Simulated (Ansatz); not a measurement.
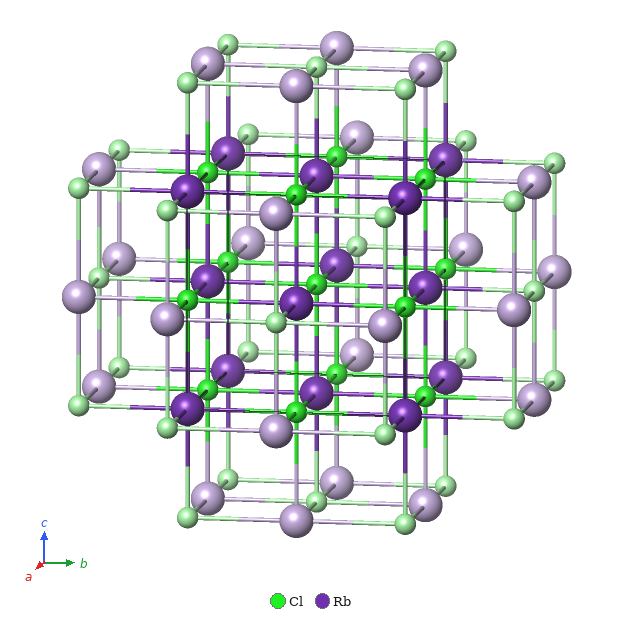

Ball-and-stick drawing of the structure, looking slightly off an axis. The edges of the drawn cell (a repeat of the simulation cell) are marked. Atoms just outside the outline that bond to atoms inside are added, in fainter colours.

RbCl, a = 6.612 Å, b = 6.612 Å, c = 6.612 Å, α = 90.00°, β = 90.00°, γ = 90.77°. Strictly the space group is Immm (No. 71, within 0.01 Å). It is a distorted form of a face-centred cubic structure, space group Fm-3m (No. 225) within 0.25 Å: rock salt (NaCl type). The initial geometry was a structure type filled with these elements by a generator (whether the compound takes this form wasn't checked). The cell was then strained or its atoms displaced on purpose. It was run through Ansatz as a DFT input.

This one geometry was computed with Ansatz (DFT, plane waves, PAW) at three levels of theory: HSE06, PBE and r2SCAN. It was relaxed with r2SCAN and then strained.

**How does the band gap change with the level of theory?**

PBE: a gap of 4.95 eV, direct; r2SCAN: a gap of 5.55 eV, direct; HSE06: a gap of 6.24 eV, direct.

**Collect the results in a table.**

| level | cutoff (eV) | k-mesh of the run's cell | gap (eV) | pressure (GPa) |
| --- | --- | --- | --- | --- |
| HSE06 | 420 | 4×4×4 | 6.24 | 0.3 |
| PBE | 420 | 6×6×6 | 4.95 | 0.6 |
| r2SCAN | 500 | 6×6×6 | 5.55 | 0.0 |

Gaps are taken on the k-mesh or band path of each run.
